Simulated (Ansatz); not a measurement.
System: Ga16P17 (cell charge +1, with a compensating background) (cell with a defect).

```
CELL_PARAMETERS angstrom
-5.50512 5.50512 -5.50512
5.50512 -5.50512 -5.50512
-5.50512 -5.50512 5.50512
ATOMIC_POSITIONS crystal
Ga 0.98715 0.23900 0.72671
Ga 0.72477 0.23897 0.98869
Ga 0.52021 0.23870 0.25967
Ga 0.24581 0.99016 0.75211
Ga 0.25790 0.23863 0.52218
Ga 0.01429 0.01395 0.01607
Ga 0.75032 0.99036 0.24756
Ga 0.51967 0.75651 0.77008
Ga 0.50307 0.99064 0.50488
Ga 0.24620 0.75053 0.99134
Ga 0.98971 0.75071 0.24787
Ga 0.75062 0.49492 0.75208
Ga 0.76849 0.75677 0.52150
Ga 0.49305 0.49676 0.00947
Ga 0.16152 0.48501 0.16329
Ga 0.00767 0.49685 0.49436
P 0.00020 0.49671 0.74298
P 0.74153 0.49681 0.00171
P 0.53155 0.49900 0.27859
P 0.24661 0.24130 0.76447
P 0.27677 0.49869 0.53308
P 0.94702 0.21492 0.94886
P 0.76244 0.24142 0.24817
P 0.48784 0.98465 0.74560
P 0.50423 0.24042 0.50604
P 0.25769 0.00530 0.00704
P 0.00526 0.00548 0.25951
P 0.76555 0.75429 0.76723
P 0.74387 0.98485 0.48966
P 0.49779 0.74577 0.00572
P 0.24058 0.76250 0.24229
P 0.00394 0.74587 0.49938
P 0.30594 0.38952 0.30753
```

Level of theory: Ansatz 0.2.0, DFT PBE, scalar-relativistic, plane waves, PAW.

Question: What can the converged valence pseudo-density and electron localisation function tell about the bonding?

Answer: Ga–P (2.40 Å): ρ is about 0.49 e/Å³ halfway; the ELF peaks at about 0.95 in the valence shell of P, 0.7 Å from its nucleus, and is about 0.75 at the midpoint.
Ga–P (2.40 Å): ρ at the midpoint is about 0.49 e/Å³; the ELF peaks at about 0.95 in the valence shell of P, 0.7 Å from its nucleus, and is about 0.75 at the midpoint.
Ga–P (2.46 Å): ρ at the midpoint is about 0.47 e/Å³; the ELF peaks at about 0.95 in the valence shell of P, 0.7 Å from its nucleus, and is about 0.75 at the midpoint.

Question: Does the calculation make it a metal, or give it a gap?

Answer: It is gapped, with a Kohn–Sham gap of 1.3 eV on the k-point mesh, an upper bound to the gap of this method.

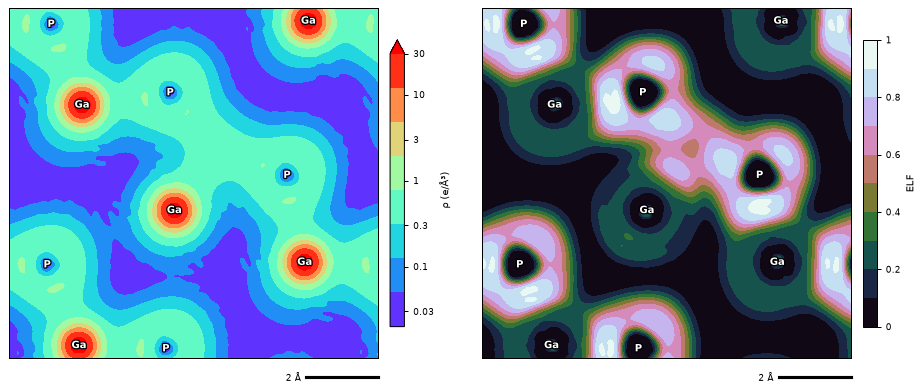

Computed valence pseudo-density and electron localisation function on the (010) plane of the calculation cell, in this order. Atoms just off the plane (P, 0.8 Å away) can leave unmarked features too.
